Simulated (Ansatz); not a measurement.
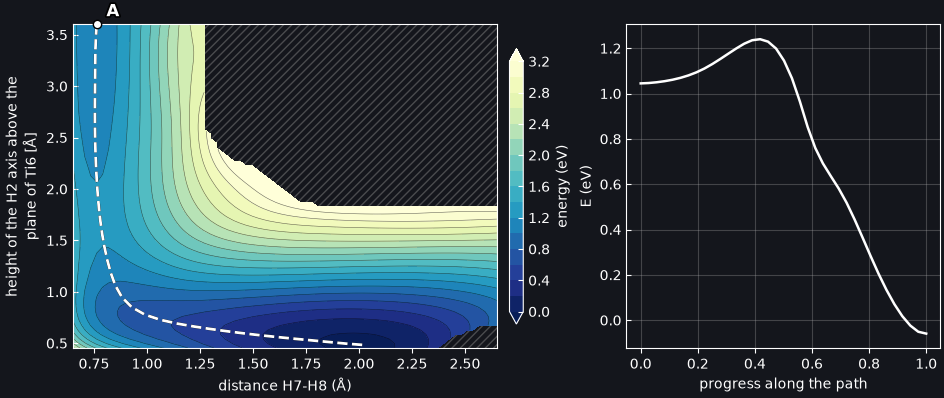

H₂ on a Ti(111) slab cut from the Im-3m phase, its upper half relaxed before the scan (6 atoms of substrate and one adsorbate in a 1 × 1 cell). 
- H2 lies flat over one site of a rigid substrate while its bond length and height are varied; it sits over a hollow of the top layer over the deeper atom Ti5, heights counted from the top plane, its axis along the long diagonal of the hexagonal surface cell.
- The first coordinate is: distance H7-H8; the second: height of the H2 axis above the plane of Ti6.
- Grid: 8 × 9 points. At 16 points there is no value (left out: too close to the surface, or the stretched molecule far from it).
- Points are written as (first, second).
- All energies are given in eV relative to the lowest grid point.
- The calculation used DFT PBE, scalar-relativistic, plane waves, PAW (Ansatz). Settings: cutoff 420 eV, k-mesh 6×6×1, gaussian smearing 0.1 eV, no spin polarisation.

The picture shows filled contours, a line along the lowest path, one colour for all values above the top of the scale, hatched blanks where no value was computed, the energy along the path at the right, the start A. Between grid points the surface is interpolated.

> Describe the path and its barrier.

The easiest path runs from the intact molecule far from the surface, (0.750 Å, 3.60 Å), to the well of the stretched molecule, about (2.02 Å, 0.48 Å). Its highest point, at (0.750 Å, 1.73 Å), lies about 0.2 eV above the start and 1.3 eV above the end on the interpolated surface. An end on the edge of the scan is no minimum, so the barrier from there is a lower bound.

PAW datasets: the set soft_1.
